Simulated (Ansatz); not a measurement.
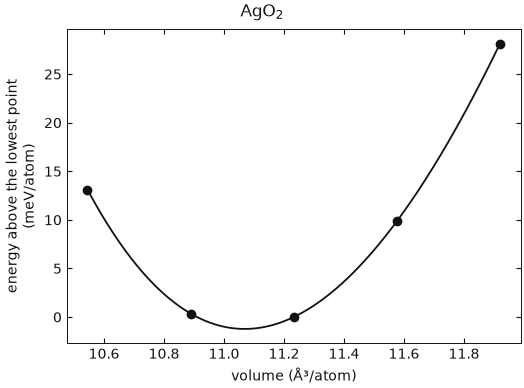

The plot gives the computed energy above the lowest point against volume for AgO₂, space group Fm-3m (No. 225) (one of a set of cubic test structures, which need not be the stable phase).

Computed with Ansatz 0.2.0 development build: equation of state of a cubic crystal from periodic Kohn-Sham density functional theory without spin, third-order Birch-Murnaghan fit to the free energies; pressure corrected for the finite basis. Level: r2SCAN.

- structure type: fluorite
- atoms in cell: 3
- space group number: 225
- lattice centring: face-centred primitive
- k mesh: 11×11×11
- occupation method: Fermi–Dirac
- occupation width: 0.1 eV
- wave cutoff: 500 eV
- datasets: soft-1 PAW
- density tolerance: 1e−07 eV
- bands: 20
- density cutoff ratio: 4
- search for lower states: default

From this curve and the settings, what does the calculation give for the pressure at the same points?

The pressure falls from 9.2 GPa at volume 10.54 Å³/atom to −10.2 GPa at 11.92 Å³/atom, and changes sign near 11.08 Å³/atom.

| volume (Å³/atom) | pressure (GPa) |
| --- | --- |
| 10.54 | 9.2 |
| 10.89 | 2.9 |
| 11.23 | −2.4 |
| 11.58 | −6.7 |
| 11.92 | −10.2 |

Limits of the calculation: cubic model structure, not the ambient form; modest k-mesh, values are not fully converged in k; no spin polarisation, a magnetic state may lie lower.
